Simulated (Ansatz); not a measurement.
Consider SrCl₂.

```
Sr Cl
1.0
     6.79884    0.00000    0.00000
     0.00000    6.79884    0.00000
     0.00000    0.00000    6.79884
Sr Cl
4 8
Cartesian
  0.0000 0.0000 0.0000
  3.3994 3.3994 0.0000
  3.3994 0.0000 3.3994
  0.0000 3.3994 3.3994
  1.6997 1.6997 1.6997
  5.0991 5.0991 1.6997
  5.0991 1.6997 5.0991
  1.6997 5.0991 5.0991
  5.0991 1.6997 1.6997
  1.6997 5.0991 1.6997
  1.6997 1.6997 5.0991
  5.0991 5.0991 5.0991
```

Space group Fm-3m.

Theory: DFT LDA, scalar-relativistic, plane waves, PAW in Ansatz 0.2.0.

Question: Predict the valence pseudo-density and electron localisation function between the atoms.

Answer: Sr–Cl (2.94 Å): the density is about 0.17 e/Å³ at the midpoint; the ELF peaks at about 0.90 in the valence shell of Cl, 0.8 Å from its nucleus, and drops to about 0.10 between the two atoms; an ionic contact with no shared pair.

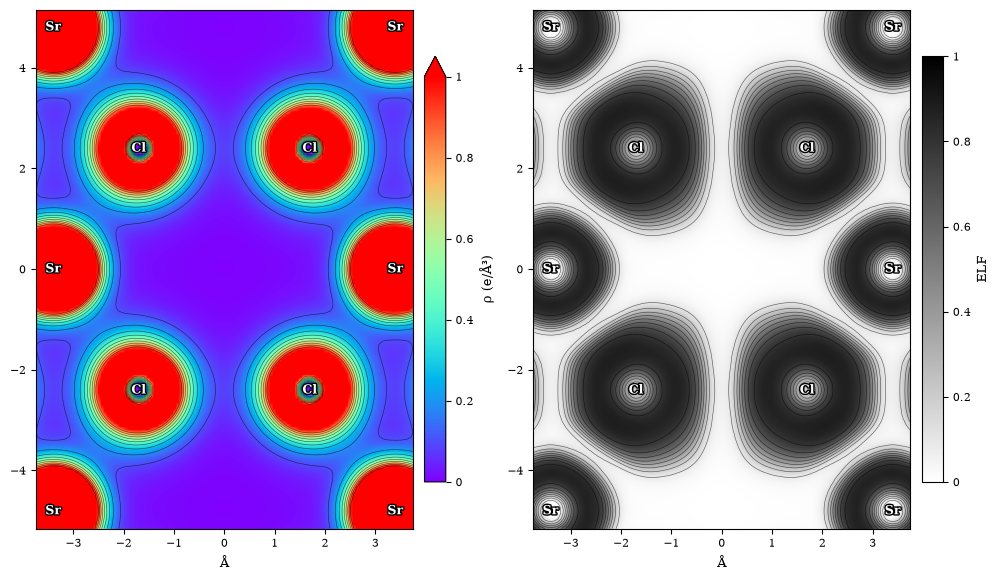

Computed valence pseudo-density and electron localisation function on the (101) plane of the conventional cell, in this order. 
